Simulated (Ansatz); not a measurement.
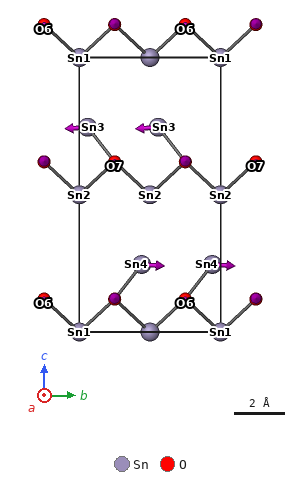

A relaxation of solid SnO (set up in Cmc2_1) (coarse preliminary run). The starting structure is drawn; purple arrows show the displacements (the part carried along by the change of the cell is left out), magnified 3 times.

A ball-and-stick model of the conventional cell (2 times the calculation's cell), seen along the a axis. Lengths and directions refer to the drawn axes.

Theory: DFT PBE+D3(BJ), scalar-relativistic, plane waves, PAW in Ansatz 0.2.0.

Input
```yaml
crystal:
  lattice:
    - [2.5, -2.86, 0.0]
    - [2.5, 2.86, 0.0]
    - [0.0, 0.0, 11.12]
  atoms:
    - { symbol: Sn, position: [0.0, 0.0, 0.0] }
    - { symbol: Sn, position: [0.0, 0.0, 0.5] }
    - { symbol: Sn, position: [0.559, 0.441, 0.254] }
    - { symbol: Sn, position: [0.441, 0.559, 0.754] }
    - { symbol: O, position: [0.93, 0.43, 0.38] }
    - { symbol: O, position: [0.07, 0.57, 0.88] }
    - { symbol: O, position: [0.57, 0.07, 0.38] }
    - { symbol: O, position: [0.43, 0.93, 0.88] }
basis:
  ecutwfc: 420
kpoints:
  mp_grid: { grid: [6, 6, 2] }
hamiltonian:
  xc: pbe
  dispersion: d3bj
scf:
  occupations: { method: gaussian, width: 0.1 }
output:
  forces: true
  stress: true
  eigenvalues: true
relax:
  adjacent_minimum: "off"
  f_tol: 0.05
  max_steps: 80
  cell: { stress_tol: 0.5 }
```

Run as
```bash
ansatz run input.yaml --threads 2 --pin off --max-ram 5120MiB --backend cpu --events-out ev --progress --plain --runs-dir out
```

Q: What happened in the run?

A: Over 6 accepted moves (8 points after the start) the energy falls by 969 meV per atom. Largest force component: 8.7 eV/Å at the start, 0.0018 eV/Å at the end. The pressure goes from 8.48 to 0.01 GPa. The SCF was repeated twice at an unchanged geometry on a basis and grid sized afresh for the cell, which shifted the energy by 0.8 meV per atom at most. The largest moves relative to the cell, 0.38 Å, are those of O5, O6, O7 and O8. O8 goes along +a. Largest moves by element: O 0.38 Å, Sn 0.32 Å. The volume changes by −12.2 %, with a 5.000 → 5.418 Å (+8.4 %), b 5.720 → 5.419 Å (−5.3 %), c 11.120 → 9.509 Å (−14.5 %). Among the contacts that change: O5–O7 1.800 → 2.709 Å, Sn3–O5 2.765 → 2.240 Å, Sn1–O6 2.527 → 2.241 Å, Sn3–O5 (another image) 1.992 → 2.241 Å. New bonds form: Sn3–O5 (2.77 → 2.24 Å), Sn3–O7 (2.77 → 2.24 Å), Sn4–O6 (2.77 → 2.24 Å), Sn4–O8 (2.77 → 2.24 Å). Among the angles between lasting bonds that change: Sn1–O6–Sn4 127.7° → 105.6°, Sn1–O6–Sn1 108.3° → 117.5°, O5–Sn2–O5 108.3° → 117.5°. The space group (tolerance 0.01 Å) goes from Cmc2_1 (No. 36) to P4/nmm (No. 129).
